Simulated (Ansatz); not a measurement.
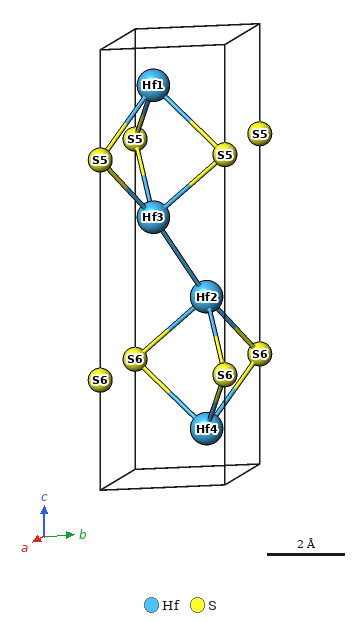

*The input geometry (ball-and-stick view of the cell of the calculation, seen slightly off an axis; atoms are numbered from 1 in the order of the input). An atom can appear more than once, as a periodic image.*

Near neighbours in the periodic cell (some may lie outside the picture): Hf has 3 Hf at 3.05 Å and 3 S at 2.62 Å; S has 6 Hf at 2.62 Å.

Single-point calculation of Hf2S

Hf2S (6 atoms in the cell), computed with DFT PBEsol, scalar-relativistic, plane waves, PAW, no spin polarisation (Ansatz 0.2.0).

The structure derives from a Materials Project entry. It belongs to a series of runs on one base structure; here: ecut: 460 eV. Figures and captions count atoms from 1; the log counts them from 0 in places.

## The input
```yaml
crystal:
  lattice:
    - [3.3742737662, 0.0, 0.0]
    - [-1.6871368831, 2.9222068008, 0.0]
    - [0.0, 0.0, 11.71740703]
  atoms:
    - { symbol: Hf, position: [0.6666666667, 0.3333333333, 0.89981164] }
    - { symbol: Hf, position: [0.3333333333, 0.6666666667, 0.39981164] }
    - { symbol: Hf, position: [0.6666666667, 0.3333333333, 0.60018836] }
    - { symbol: Hf, position: [0.3333333333, 0.6666666667, 0.10018836] }
    - { symbol: S, position: [0.0, 0.0, 0.75] }
    - { symbol: S, position: [0.0, 0.0, 0.25] }
basis:
  ecutwfc: 460
kpoints:
  mp_grid: { grid: [12, 12, 4] }
hamiltonian:
  xc: pbesol
scf:
  occupations: { method: gaussian, width: 0.1 }
output:
  forces: true
  stress: true
  eigenvalues: true
  write_density: true
  write_potential: true
  elf: true
  volumetric_format: npy
```

Launched with:
```bash
ansatz run input.yaml --threads 1 --pin off --max-ram 2560MiB --backend cpu --events-out ev --progress --plain --runs-dir out
```

## The program's output
```
Engine: ansatz 0.2.0, x86_64-unknown-linux-gnu
Pseudopotentials: kind: paw
Pseudopotential: Hf, paw, valence charge 26, recommended cutoff 420 eV (normal), Hf.paw.azcp
Pseudopotential: S, paw, valence charge 6, recommended cutoff 420 eV (normal), S.paw.azcp
Functional definition: PBEsol
  exchange = pbesol_x
  correlation = pbesol_c
Crystal: 6 atoms, lattice volume = 115.537 Å³
Basis set: ecut = 460 eV, 2579 PW (Γ), exchange–correlation on 48×48×180 points (8 copies of the dense FFT grid, shifted against one another)
Bands: 70, of which v1, the nominal top of the filled ones, is band 58 counted from 1 (57 counted from 0)
Symmetry: 24 space group operations
Space group: P63/mmc (ITA 194), of the structure as read, at distance tolerance 4.9e-5 Å
k-points: 57 of 576
Non-local potential: Hf, projectors of the file, l = 0: 3, l = 1: 2, l = 2: 2, l = 3: 3
Non-local potential: S, projectors of the file, l = 0: 2, l = 1: 2, l = 2: 2
PAW form: soft (Blöchl's): semilocal exchange-correlation on the pseudo side does not see the compensation charge
PAW frozen core: Hf, regenerated for the run's functional, and the local potential with it (the file was generated under x = pbe(κ = 0.804, μ = 0.2195149727645171), c = pbe(β = 0.06672455060314922))
PAW frozen core: S, regenerated for the run's functional, and the local potential with it (the file was generated under x = pbe(κ = 0.804, μ = 0.2195149727645171), c = pbe(β = 0.06672455060314922))
PAW one-centre angular grid: Hf, 590 points (default); XC on 64 Gauss nodes
PAW one-centre angular grid: S, 110 points (default); XC on 64 Gauss nodes
Initial density: superposition of atomic densities (neutral atoms: chi_scale 0, normalization atom), corrected by the library's trained network
Initial wavefunctions: pseudopotential atomic-orbital guess
Functional: x = pbesol(κ = 0.804, μ = 0.12345679012345678), c = pbesol(β = 0.046)
SCF iter   1: F=—  HF=-64168.522234 eV  |F-HF|=—  |Δ(HF+E_count)|=         —  Δρ=5.09e-3  dr2=5.34e-2  ethr=1.77e-3  ⟨swp⟩=5.1  Hψ=12879  notcnv=0  defer=13
preconditioner: auto → Kerker (q_TF=auto, 2.730 Å⁻¹)  [metal: Δε(μ)=0.008 eV  Ē_g=17.039 eV  σ=0.100 eV  W_gap=0.05  n_scr=52 (ndim 8)  ℏωp=35.9 eV  f_vac=0.000  D(μ)=2.95/eV (n_scr^D=8)]
SCF iter   2: F=—  HF=-64168.518681 eV  |F-HF|=—  |Δ(HF+E_count)|=   3.55e-3  Δρ=3.23e-3  dr2=2.50e-2  ethr=4.61e-5  ⟨swp⟩=1.6  Hψ=4687  notcnv=0  defer=16
SCF iter   3: F=—  HF=-64168.514955 eV  |F-HF|=—  |Δ(HF+E_count)|=   3.73e-3  Δρ=8.45e-4  dr2=1.70e-3  ethr=2.15e-5  ⟨swp⟩=2.2  Hψ=5696  notcnv=0  defer=16
SCF iter   4: F=—  HF=-64168.513962 eV  |F-HF|=—  |Δ(HF+E_count)|=   9.93e-4  Δρ=5.69e-4  dr2=6.54e-4  ethr=1.47e-6  ⟨swp⟩=2.0  Hψ=6519  notcnv=0  defer=16
SCF iter   5: F=—  HF=-64168.513821 eV  |F-HF|=—  |Δ(HF+E_count)|=   1.41e-4  Δρ=1.73e-4  dr2=3.92e-5  ethr=5.64e-7  ⟨swp⟩=2.0  Hψ=6095  notcnv=0  defer=16
SCF iter   6: F=—  HF=-64168.513782 eV  |F-HF|=—  |Δ(HF+E_count)|=   3.94e-5  Δρ=5.71e-5  dr2=5.10e-6  ethr=3.38e-8  ⟨swp⟩=3.0  Hψ=6696  notcnv=0  defer=16
SCF iter   7: F=—  HF=-64168.513782 eV  |F-HF|=—  |Δ(HF+E_count)|=   4.18e-7  Δρ=1.19e-5  dr2=2.01e-7  ethr=4.39e-9  ⟨swp⟩=2.0  Hψ=6094  notcnv=0  defer=16
SCF iter   8: F=-64168.513781 eV  HF=-64168.513781 eV  |F-HF|=3.10e-9  |Δ(HF+E_count)|=   6.34e-9  Δρ=2.45e-6  dr2=8.20e-9  ethr=8.62e-11  ⟨swp⟩=12.6  Hψ=29441  notcnv=0
SCF 1 converged in 8 iterations: F = -64168.513781 eV  dr2 = 8.20e-9
  greatest PAW one-centre occupation: 0.998 electrons in one spin orbital (limit 2), on the Hf atom at site 3 (counted from 0), in its partial waves of l = 3
```

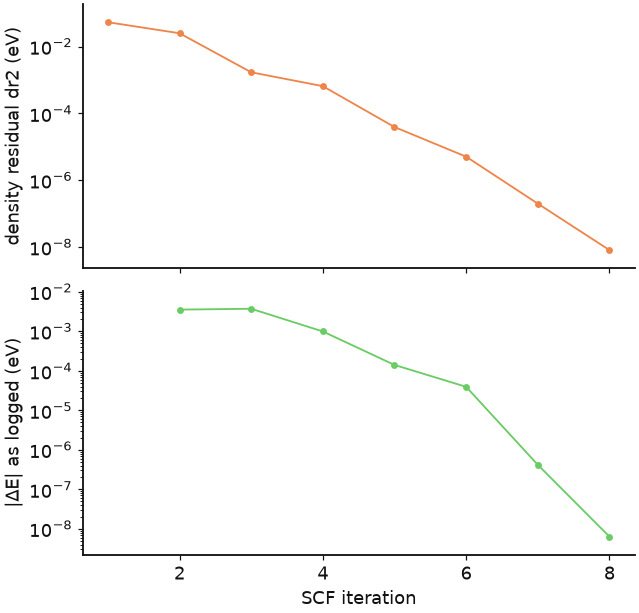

*Convergence of the self-consistent field: density residual dr2 and size of the energy change against the SCF iteration.*

The residual falls at every step.

```
SCF converged after 8 iterations
Free energy (F): -64168.513781 eV
Harris-Foulkes:  -64168.513781 eV  (|F-HF|=3.10e-9)
Internal energy: -64168.498483 eV  (E = F + TS)
E sigma→0 (E₀):  -64168.506132 eV
Entropy (-TS):   -0.015299 eV (-2.550 meV/atom)
Fermi energy:    18.333743 eV
--- Per-component energies (eV) ---
  E_band       = 64.314659
  E_kinetic    = 1911.732012
  E_local      = -22284.697350  (includes V_loc(G=0)·N_el)
  E_nonlocal   = -4898.255316
  E_hartree    = 10453.117748
  E_xc         = -1385.165462
  E_vxc        = -1241.573960  (∫ρ·V_xc dr)
  E_paw        = -28396.137989  (= ΣΔE_a)
  E_vpaw       = 5670.879411  (= ΣTr[D̂ρ^β])
  E_aug_tail   = 0.000000  (compensation charges beyond the density's cutoff)
  E_ewald      = -19574.220391
  E_core_change = 5.128265  (= ΣΔE_core)
  E_smearing   = -0.015299  (= −TS)
  E_closure    = 0.000000  (closes the sum)
  Σ components = -64168.513781   (vs F -64168.513781, Δ=0.00e0)
--- Forces (eV/Å), atoms counted from 1 ---
  atom   1  Hf    -0.00000000    -0.00000000    -0.19578756
  atom   2  Hf     0.00000000     0.00000000    -0.19578756
  atom   3  Hf    -0.00000000    -0.00000000     0.19578756
  atom   4  Hf     0.00000000     0.00000000     0.19578756
  atom   5  S      0.00000000     0.00000000     0.00000000
  atom   6  S      0.00000000     0.00000000     0.00000000
  max |Σ_I F_I| component: 5.55e-17 eV/Å
--- Stress (GPa, compression-positive) ---
       -2.985667       0.000000       0.000000
        0.000000      -2.985667      -0.000000
        0.000000      -0.000000      -2.552876
  P = ⅓ Tr σ = -2.8414 GPa (-28.414 kbar)
--- Band table (eV; the first three rows and the last of 57) ---
  k-point 0: bands = ["-43.8629", "-43.8599", "-43.8150", "-43.8120", "-12.9109", "-12.7938", "-12.4506", "-12.3798", "-12.3798", "-12.3705", "-12.3705", "-12.3222", "-12.2770", "-12.2770", "-12.2675", "-12.2675", "2.9345", "3.0572", "6.1558", "6.1572", "6.1572", "6.1673", "6.1689", "6.1689", "6.1692", "6.1692", "6.1747", "6.1747", "6.1806", "6.1828", "6.1930", "6.1992", "6.2022", "6.2024", "6.2024", "6.2032", "6.2032", "6.2059", "6.2089", "6.2089", "6.2159", "6.2159", "6.2411", "6.2412", "6.2450", "6.2451", "10.4322", "11.3793", "13.7468", "14.8883", "14.8883", "15.0837", "15.0837", "15.2715", "16.7784", "18.1889", "18.2894", "18.7439", "18.7439", "18.8392", "18.8392", "19.1047", "19.1047", "20.1924", "20.1924", "20.9024", "21.1163", "21.1163", "21.4369", "21.5143"]
  k-point 1: bands = ["-43.8625", "-43.8603", "-43.8146", "-43.8124", "-12.8971", "-12.8158", "-12.4269", "-12.3785", "-12.3785", "-12.3720", "-12.3720", "-12.3377", "-12.2755", "-12.2755", "-12.2688", "-12.2688", "2.9520", "3.0387", "6.1569", "6.1584", "6.1584", "6.1646", "6.1661", "6.1661", "6.1706", "6.1706", "6.1740", "6.1740", "6.1815", "6.1841", "6.1919", "6.1972", "6.2039", "6.2039", "6.2041", "6.2042", "6.2042", "6.2065", "6.2087", "6.2087", "6.2145", "6.2145", "6.2411", "6.2411", "6.2450", "6.2451", "10.5397", "11.1912", "14.0056", "14.9150", "14.9150", "15.0530", "15.0530", "15.0620", "16.8776", "17.6270", "18.6789", "18.6789", "18.7759", "18.7759", "18.9591", "19.3657", "19.3657", "20.2761", "20.2761", "20.4384", "20.7677", "20.7677", "21.3042", "21.3042"]
  k-point 2: bands = ["-43.8614", "-43.8614", "-43.8135", "-43.8135", "-12.8603", "-12.8603", "-12.3785", "-12.3785", "-12.3753", "-12.3753", "-12.3753", "-12.3753", "-12.2720", "-12.2720", "-12.2720", "-12.2720", "2.9949", "2.9949", "6.1600", "6.1600", "6.1619", "6.1619", "6.1619", "6.1619", "6.1723", "6.1723", "6.1723", "6.1723", "6.1835", "6.1835", "6.1935", "6.1935", "6.2052", "6.2052", "6.2052", "6.2052", "6.2062", "6.2062", "6.2108", "6.2108", "6.2108", "6.2108", "6.2411", "6.2411", "6.2450", "6.2450", "10.8300", "10.8300", "14.5541", "14.5541", "14.9820", "14.9820", "14.9820", "14.9820", "17.1662", "17.1662", "18.6828", "18.6828", "18.6828", "18.6828", "19.7205", "19.7205", "19.8916", "19.8916", "19.8916", "19.8916", "20.8899", "20.8899", "20.8899", "20.8899"]
  k-point 56: bands = ["-43.8191", "-43.8191", "-43.8163", "-43.8163", "-12.7397", "-12.7397", "-12.7016", "-12.7016", "-12.6773", "-12.6773", "-12.4812", "-12.4812", "-12.4102", "-12.4102", "-12.3661", "-12.3661", "4.2195", "4.2195", "6.1687", "6.1687", "6.1768", "6.1768", "6.1791", "6.1791", "6.1794", "6.1794", "6.1860", "6.1860", "6.1888", "6.1888", "6.1941", "6.1941", "6.1960", "6.1960", "6.2004", "6.2004", "6.2082", "6.2082", "6.2110", "6.2110", "6.2298", "6.2298", "6.2299", "6.2299", "6.2565", "6.2565", "11.8516", "11.8516", "12.0331", "12.0331", "12.7511", "12.7511", "16.6070", "16.6070", "17.0557", "17.0557", "17.5363", "17.5363", "18.4798", "18.4798", "20.4979", "20.4979", "21.0675", "21.0675", "21.5755", "21.5755", "22.2590", "22.2590", "22.4545", "22.4545"]
```

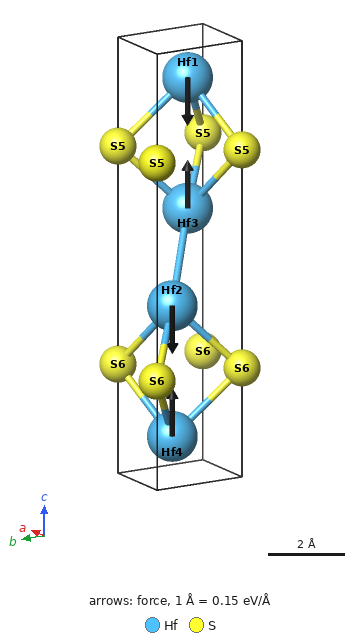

*Forces on the atoms as black arrows (ball-and-stick view of the cell of the calculation, seen at an oblique angle; atoms are numbered from 1 in the order of the input).*

The largest act on all 4 Hf atoms (0.20 eV/Å). The geometry is not a stationary point of this energy.

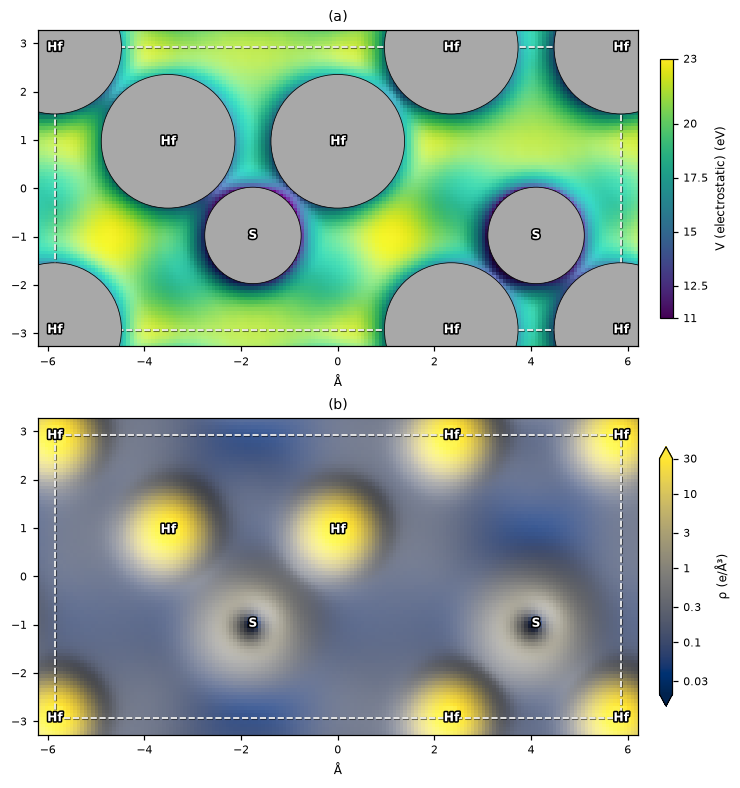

*(a) electrostatic potential (local pseudopotential plus Hartree) felt by an electron; (b) valence pseudo-density on the (110) plane of the conventional cell. Grey discs, where drawn, cover atomic cores.*

Atoms in the plane: Hf and S. Hf–S (2.62 Å): ρ at the midpoint is about 0.36 e/Å³. Hf–Hf (3.05 Å): the density is about 0.21 e/Å³ at the midpoint. Away from the nuclei the density in this plane falls to 0.06 e/Å³ at its lowest. Outside the cores the potential energy rises away from the atoms and is highest about 2.3 Å from the nearest atoms; outside the discs it spans about 11 eV, and its zero is arbitrary. Core electrons are frozen (PAW), so the fields are smoothed inside the atomic spheres.

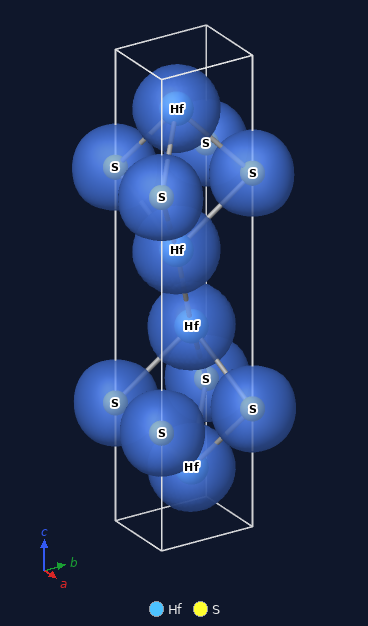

*Isosurface of the valence pseudo-density at 0.5 e/Å³ (blue), seen slightly off an axis. Sticks mark near contacts. The outline is the cell set on symmetry axes.*

At this value the density breaks into separate islands; it holds about 85 % of the electrons treated as valence (semicore included). It is pinched off along the Hf–S (2.62 Å) and Hf–Hf (3.05 Å) contacts. On the grid the lowest density along these lines, outside the cores, is 0.36 e/Å³ (Hf–S, 2.62 Å) and 0.21 e/Å³ (Hf–Hf, 3.05 Å).

## Summary

```csv
quantity,value
outcome,converged
space group (tolerance 0.01 Å),P6₃/mmc (194)
electrons treated,116
free energy,−64168.5138 eV
Fermi energy,18.334 eV
gap on the k-point mesh,none (metallic)
pressure,−2.84 GPa
largest force (length of the vector),0.196 eV/Å
hardware,"1 thread of AMD EPYC (Zen 5), 32 GiB of memory available, shared host"
wall time,9.9 s
peak memory,0.69 GiB
```

## Remarks

Spin–orbit coupling is left out, which matters for Hf.
